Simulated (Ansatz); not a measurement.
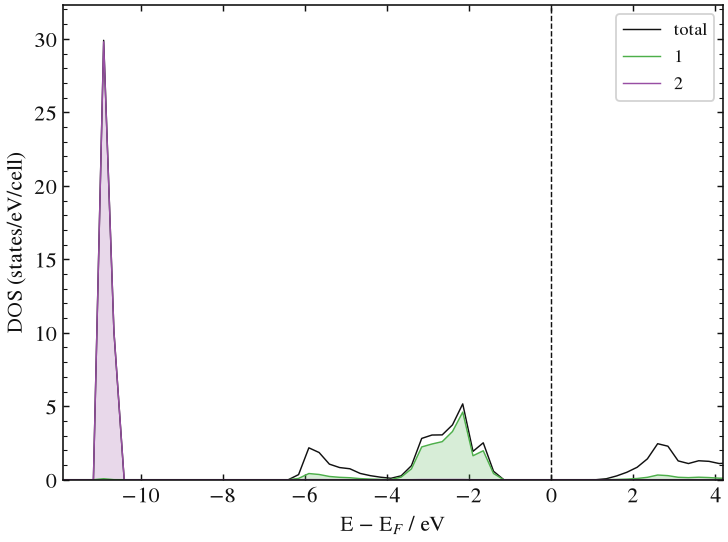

Density of states. Energies are counted from the Fermi level. The partial curves are projected on Löwdin-orthogonalised atomic shells.

The material is TlCl, space group Pm-3m, 2 atoms in the cell, a database entry, rescaled.

Computed with Ansatz 0.2.0: DFT with PBEsol, PAW plane waves, no spin polarisation, 7×7×7 k mesh, Fermi-Dirac smearing of 0.1 eV.

> The numbered curves are projections. Which is which? The candidates: Cl 3p, Tl 5d.

1 is Cl 3p; 2 is Tl 5d.

> Metal or insulator, going by the density of states?

There is a gap; over the k points computed it is 2.11 eV.

Spin-orbit coupling is left out, which matters for Tl.
